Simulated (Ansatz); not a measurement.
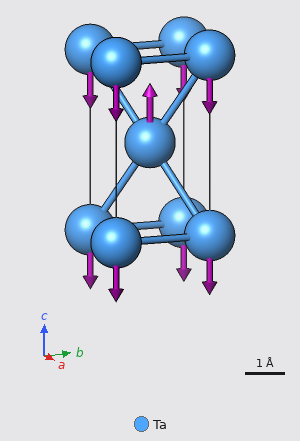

Normal modes of a crystal of Ta, at the zone centre of a doubled cell. The levels lie at 91, 136, 143 cm⁻¹. One mode is drawn. Displacements are drawn as purple arrows; their common scale and sign are arbitrary. The picture is a ball-and-stick view of the cell of the calculation, seen slightly off an axis.

All numbers below come from DFT PBEsol, scalar-relativistic, plane waves, PAW (Ansatz 0.2.0). Settings: plane-wave cutoff 420 eV; k-point mesh 18 × 18 × 10; occupations gaussian; smearing width 0.15 eV; no spin polarisation.

**Which of these frequencies is the drawn mode's?**

The level at 136 cm⁻¹. This is a non-degenerate mode, level 2 of 3, counted from below (the three translations aside). All motion is along c of the drawn cell; atoms of one kind move against one another, with no net shift of their sublattice. It changes sign from one half of the doubled cell to the other: it belongs to the zone boundary, q = (0, 0, 1/2) in the reciprocal vectors of the undoubled cell.
